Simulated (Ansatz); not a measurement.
Al$_{2}$Ga$_{3}$N$_{5}$ (interface cell)

Input file:

```
crystal:
  lattice:
    - [3.2183708026, 0.0, 0.0]
    - [-1.6091854013, 2.7871908738, 0.0]
    - [0.0, 0.0, 25.6605027174]
  atoms:
    - { symbol: "N", position: [0.6666666667, 0.3333333333, 0.0194851989] }
    - { symbol: Ga, position: [0.3333333333, 0.6666666667, 0.0446726978] }
    - { symbol: "N", position: [0.3333333333, 0.6666666667, 0.1216493777] }
    - { symbol: Ga, position: [0.6666666667, 0.3333333333, 0.1468368767] }
    - { symbol: "N", position: [0.6666666667, 0.3333333333, 0.2238135566] }
    - { symbol: Ga, position: [0.3333333333, 0.6666666667, 0.2490010555] }
    - { symbol: "N", position: [0.3333333333, 0.6666666667, 0.3259777354] }
    - { symbol: Ga, position: [0.6666666667, 0.3333333333, 0.3511652343] }
    - { symbol: "N", position: [0.6666666667, 0.3333333333, 0.4281419142] }
    - { symbol: Ga, position: [0.3333333333, 0.6666666667, 0.4533294131] }
    - { symbol: "N", position: [0.3333333333, 0.6666666667, 0.530306093] }
    - { symbol: Ga, position: [0.6666666667, 0.3333333333, 0.5554935919] }
    - { symbol: "N", position: [0.6666666667, 0.3333333333, 0.6326549797] }
    - { symbol: Al, position: [0.3333333333, 0.6666666667, 0.6539326383] }
    - { symbol: "N", position: [0.3333333333, 0.6666666667, 0.7287853706] }
    - { symbol: Al, position: [0.6666666667, 0.3333333333, 0.7500630292] }
    - { symbol: "N", position: [0.6666666667, 0.3333333333, 0.8249157616] }
    - { symbol: Al, position: [0.3333333333, 0.6666666667, 0.8461934202] }
    - { symbol: "N", position: [0.3333333333, 0.6666666667, 0.9210461526] }
    - { symbol: Al, position: [0.6666666667, 0.3333333333, 0.9423238112] }
basis:
  ecutwfc: 420
kpoints:
  mp_grid: { grid: [9, 9, 1] }
hamiltonian:
  xc: pbe
scf:
  occupations: { method: gaussian, width: 0.05 }
output:
  forces: true
  stress: true
  eigenvalues: true
  populations: true
  write_density: true
  write_potential: true
  elf: true
  volumetric_format: npy
relax:
  adjacent_minimum: "off"
  f_tol: 0.02
  max_steps: 70
  cell: { fix: [a, b, gamma, alpha, beta], stress_tol: 0.15 }
```

Command:

```sh
ansatz run input.yaml --threads 4 --pin off --max-ram 8192MiB --backend cpu --events-out ev --progress --plain --runs-dir out
```

The fields are those of the relaxed geometry.

Computed pressure about −3 GPa in this cell.

These are results of DFT PBE, scalar-relativistic, plane waves, PAW in Ansatz, not measurements.

The density is the valence pseudo-density of a PAW calculation; it isn't the true density close to the nuclei.

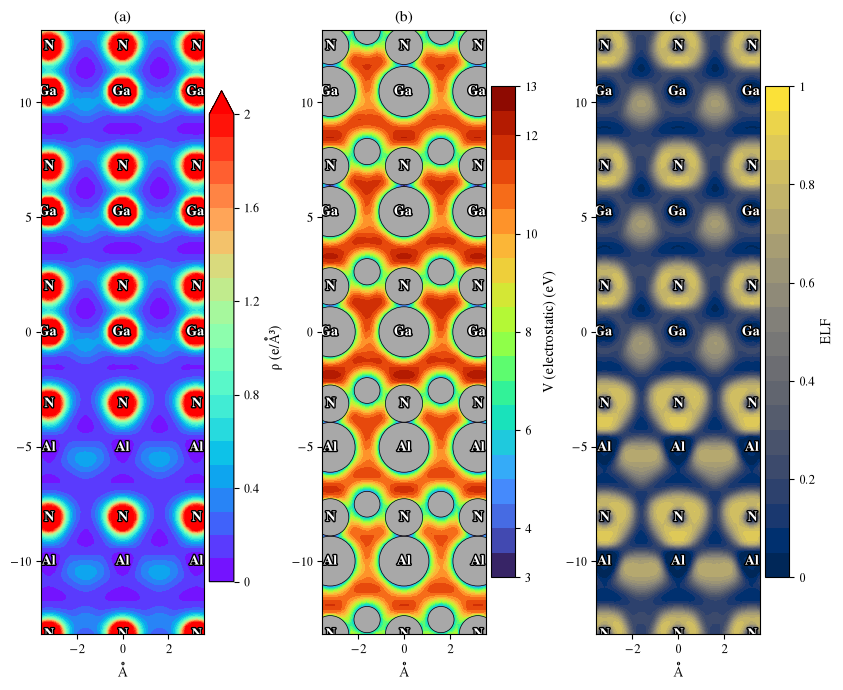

Figure 1. (a) valence pseudo-density; (b) electrostatic potential (local pseudopotential plus Hartree) felt by an electron; (c) ELF on the (100) plane of the calculation cell. Grey discs cover the atomic cores in the potential map.

**Interpret the plot.**

- The plane passes through Ga, N and Al nuclei.
- Atoms just off the plane (N, 0.9 Å away, Ga, 0.9 Å away and Al, 0.9 Å away) can leave unmarked features too.
- Al–N (1.91 Å): the density is about 0.67 e/Å³ at the midpoint; the ELF peaks at about 0.90 in the valence shell of N, 0.7 Å from its nucleus, and is about 0.85 at the midpoint.
- Ga–N (1.98 Å): ρ at the midpoint is about 0.68 e/Å³; the ELF peaks at about 0.85 in the valence shell of N, 0.7 Å from its nucleus, and is about 0.45 at the midpoint.
- Between the atoms the lowest density in this plane is 0.06 e/Å³.
- Outside the cores the potential energy rises away from the atoms and is highest about 1.2 Å from the nearest atoms; its zero is arbitrary.

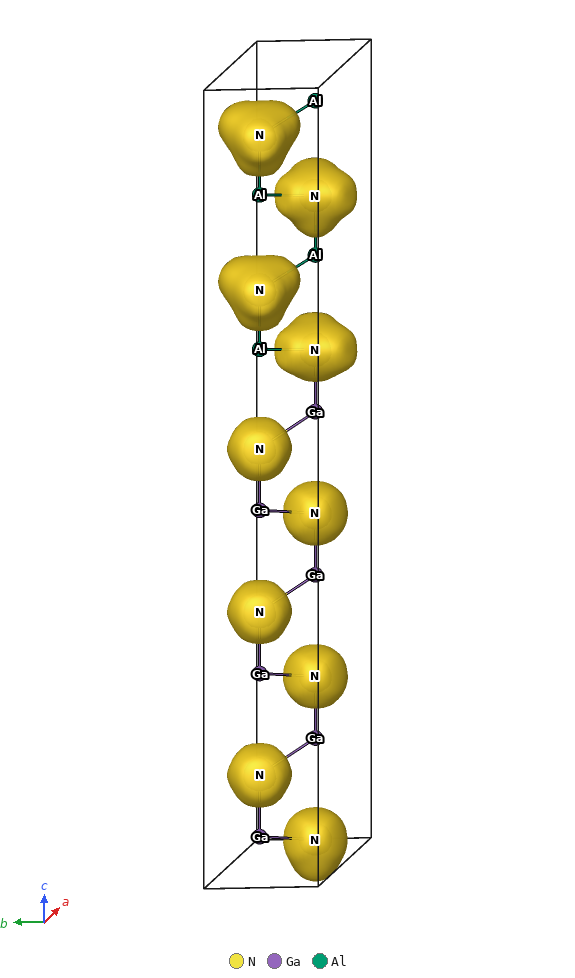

Figure 2. Isosurface of the electron localisation function at 0.7 (yellow), seen at an oblique angle. Core shells and regions of very low density are left out. Sticks mark near contacts.

**Describe the localisation domains.**

At this value the surface marks out five regions on N in which the atom's valence shell and bonds are merged and five regions wrapped around N (the valence shell of each), counted in one cell of 20 atoms. Any copies at cell faces, edges or corners count once. Profiles from the grid: Ga–N (1.96 Å): the ELF peaks at about 0.85 in the valence shell of N, 0.7 Å from its nucleus, and is about 0.45 at the midpoint.

**Metal or insulator at this level of theory?**

It is gapped, with a Kohn–Sham gap of 2.0 eV on the k-point mesh, an upper bound to the gap of this method.
